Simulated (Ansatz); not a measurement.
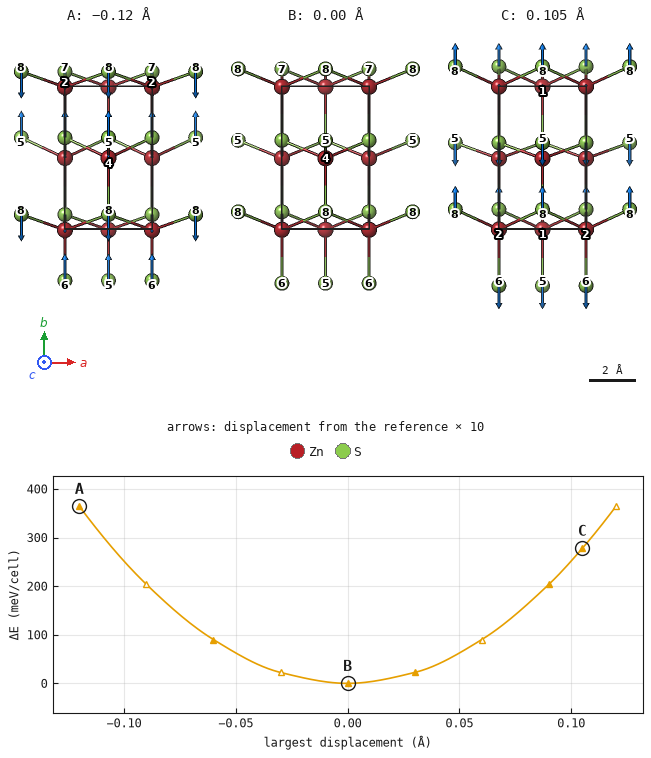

A crystal of ZnS (P6_3mc): a normal mode of wave vector (0, 1/2, 0) of the primitive cell, folded into a doubled cell, is frozen in with the cell fixed, the amplitude being the largest displacement of an atom. The lettered frames are marked on the plot. Hollow markers are points alike by symmetry, not computed again. A ball-and-stick model of the cell of the calculation, seen along the c axis. Blue arrows: displacements from the reference.

The calculation used DFT PBE, scalar-relativistic, plane waves, PAW (Ansatz 0.2.0). Set-up: plane-wave cutoff 420 eV; k-point mesh 8 × 4 × 4; occupations gaussian; smearing width 0.05 eV; no spin polarisation. Energies (free energies at the smearing named) are counted from the relaxed crystal.

### Read off the main features of the energy profile.

The harmonic wavenumber of the mode is 321 cm⁻¹, a stable vibration. Of the computed points the lowest is at the amplitude 0.00 Å, 0 meV/cell. The well is symmetric. At the highest point the shortest interatomic distance is 2.23 Å, against 2.36 Å in the reference. The distortion takes the space group from P6_3mc to P3m1.

The computed points:

```
largest displacement (Å)  ΔE (meV/cell)
                  −0.120            364
                  −0.090            204
                  −0.060             90
                  −0.030             22
                   0.000              0
                   0.030             22
                   0.060             90
                   0.090            204
                   0.105            278
                   0.120            364
```

Points that are alike by symmetry were computed once.
